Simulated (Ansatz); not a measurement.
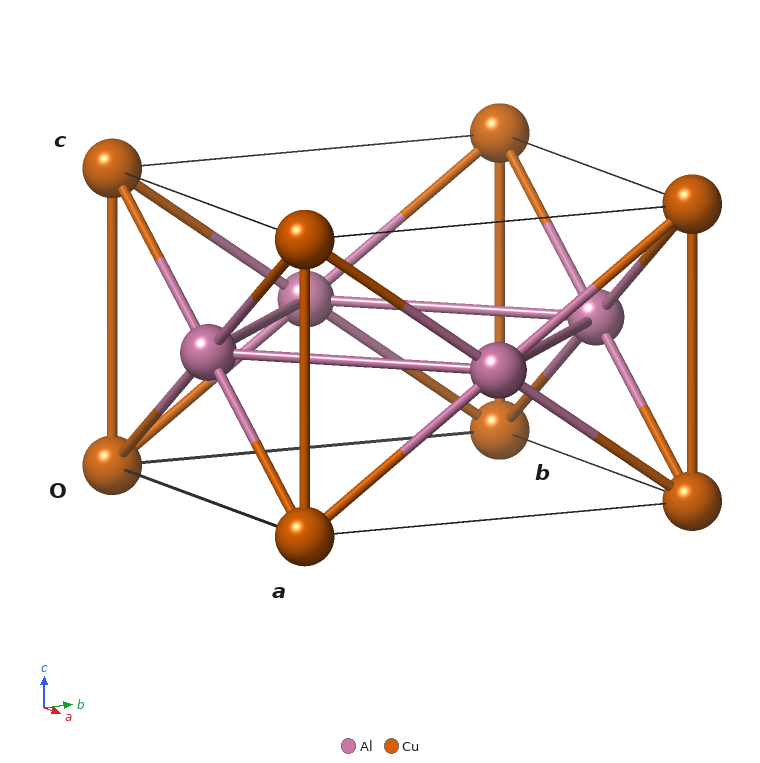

Crystal: Al2Cu, the input geometry of an electronic-structure calculation (not necessarily at equilibrium). One unit cell is drawn above. Geometry calculated from the standardised cell; symmetry tolerance 0.002 Å.

```
CELL_PARAMETERS angstrom
4.04250 0.00000 0.00000
0.00000 4.04250 0.00000
0.00000 0.00000 2.82196
ATOMIC_POSITIONS crystal
Al 0.50000 0.00000 0.50000
Al 0.00000 0.50000 0.50000
Cu 0.00000 0.00000 0.00000
```

**What is its point group?**

4/mmm (D4h), order 16, tetragonal system: one fourfold axis, four twofold axes, five mirror planes, an inversion centre.

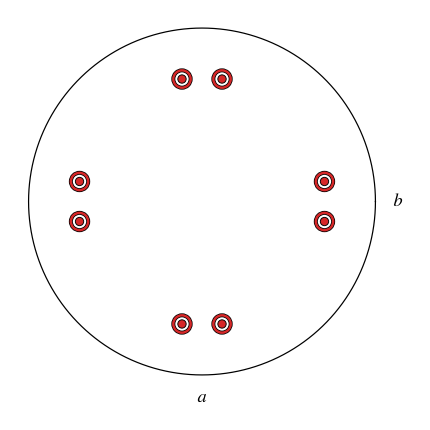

Stereographic projection: filled dots lie in the upper hemisphere, open rings in the lower. The poles are one general form. The c axis points at the viewer.

**What does this class allow?**

Class 4/mmm is centrosymmetric, so neither piezoelectric nor pyroelectric; it is not chiral. Its Laue class is 4/mmm.
